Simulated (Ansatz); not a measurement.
Mo₂Se₅

```cif
data_structure
_symmetry_space_group_name_H-M 'P 1'
_symmetry_Int_Tables_number 1
_cell_length_a 3.2611
_cell_length_b 3.2611
_cell_length_c 18.1018
_cell_angle_alpha 90.000
_cell_angle_beta 90.000
_cell_angle_gamma 120.000
_cell_volume 166.72
loop_
_atom_site_label
_atom_site_type_symbol
_atom_site_fract_x
_atom_site_fract_y
_atom_site_fract_z
_atom_site_occupancy
Mo1 Mo 0.66667 0.33333 0.71275 1
Mo2 Mo 0.33333 0.66667 0.28725 1
Se1 Se 0.33333 0.66667 0.61930 1
Se2 Se 0.33333 0.66667 0.80656 1
Se3 Se 0.66667 0.33333 0.38070 1
Se4 Se 0.66667 0.33333 0.19344 1
Se5 Se 0.00000 0.00000 0.00000 1
```

Space group P-3m1; a generated structure, not necessarily the stable one; computed without spin polarisation.

Method: DFT PBE, scalar-relativistic, plane waves, PAW (Ansatz 0.2.0).

Core electrons are frozen (PAW), and the valence fields are smoothed inside the atomic spheres.

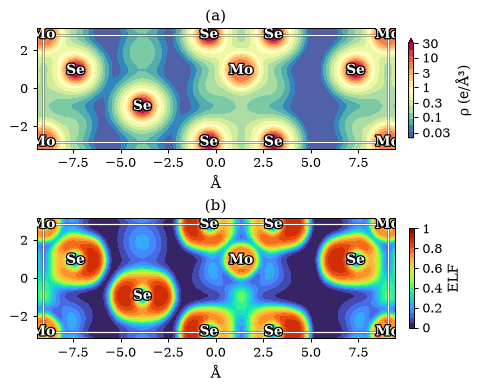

Figure 1. (a) valence electron density; (b) ELF on the (110) plane of the conventional cell.

Read the bonding off the picture.

- The section cuts through Mo and Se sites.
- Mo–Se (2.53 Å): ρ is about 0.53 e/Å³ halfway; the ELF is about 0.50 at the midpoint.
- Between the atoms the lowest density in this plane is 0.004 e/Å³.
- The features right at Mo lie inside the PAW spheres, where the map follows smoothed inner orbitals and isn't to be read closely.

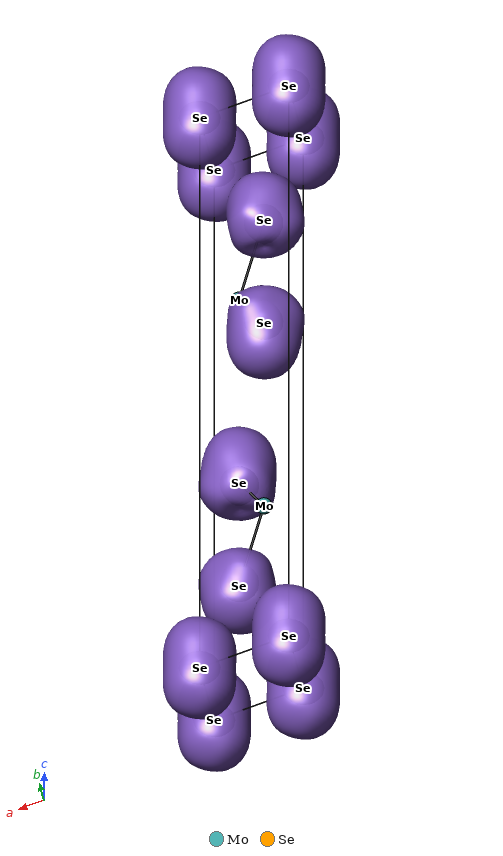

Figure 2. Isosurface of the ELF at 0.65 (purple), seen at an oblique angle. Core shells and regions of very low density are left out. Sticks mark near contacts.

Identify the bonds, lone pairs and shells in this picture.

The ELF exceeds this value in five regions wrapped around Se (the valence shell of each), counted in one cell of 7 atoms. Regions shared between cells count once.

Metal or insulator at this level of theory?

It is gapless in this calculation (a metal or semimetal); semilocal functionals without U, or without the true magnetic order, often close the gap of such compounds.
